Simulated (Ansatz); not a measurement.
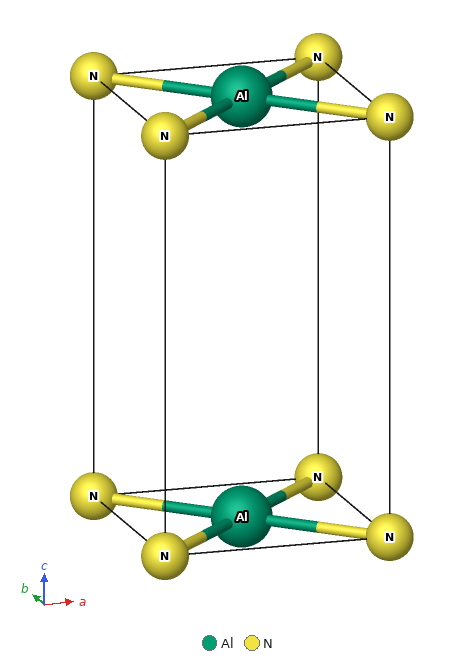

We look at a ball-and-stick model of the crystal slightly off an axis. The parallelepiped is the conventional unit cell.

AlN, space group P4/mmm (No. 123), a = 2.69 Å, b = 2.69 Å, c = 4.98 Å, α = 90.00°, β = 90.00°, γ = 90.00°.

The calculation: DFT PBE, scalar-relativistic, plane waves, PAW in Ansatz, with plane waves up to 420 eV, k-points on a 10×10×6 grid, Gaussian smearing of 0.02 eV, no spin polarisation.

**Does it come out as a metal, or with a gap?**

A semiconductor at this level, with a gap of 0.93 eV on the k-mesh (the true edges may lie between mesh points, so the gap can be somewhat smaller).

The initial geometry was a structure type filled with these elements by a generator (whether the compound takes this form wasn't checked). What is shown is the relaxed result from DFT PBE, scalar-relativistic, plane waves, PAW in Ansatz 0.2.0.
